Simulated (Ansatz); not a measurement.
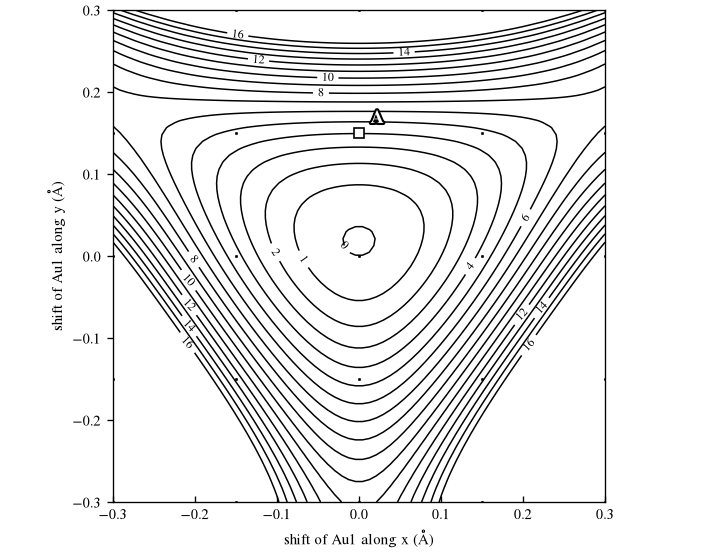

Au (Cmcm, No. 63; 2 atoms in the cell). 
- Atom Au1 is moved over a plane while all other atoms and the cell stay fixed (its periodic images move with it) (x along [1 0 0], y along [0 1 0], z along [0 0 1] of the conventional cell).
- First axis: shift of Au1 along x. Second axis: shift of Au1 along y.
- The grid has 5 × 5 points; 15 points were computed and 10 follow by symmetry.
- Energies: meV per cell, counted from the lowest grid point.
- The reference cell is the one listed in the database, not relaxed at this level.
- Method: DFT PBEsol, scalar-relativistic, plane waves, PAW in Ansatz 0.2.0. Settings: cutoff 420 eV, k-mesh 20×20×10 in the order of the run's cell vectors, gaussian smearing 0.15 eV, no spin polarisation.

Drawn: contour lines labelled in meV (none above 16), dots at the grid points, the point A. Between grid points the surface is interpolated.

Is A at rest? If not, where is it pushed?

A, at shift of Au1 along x = 0.00 Å, shift of Au1 along y = 0.15 Å, is not a stationary point. The computed force is 0.074 eV/Å in the plane, pointing down in the picture (components 0.000 and −0.074 eV/Å).
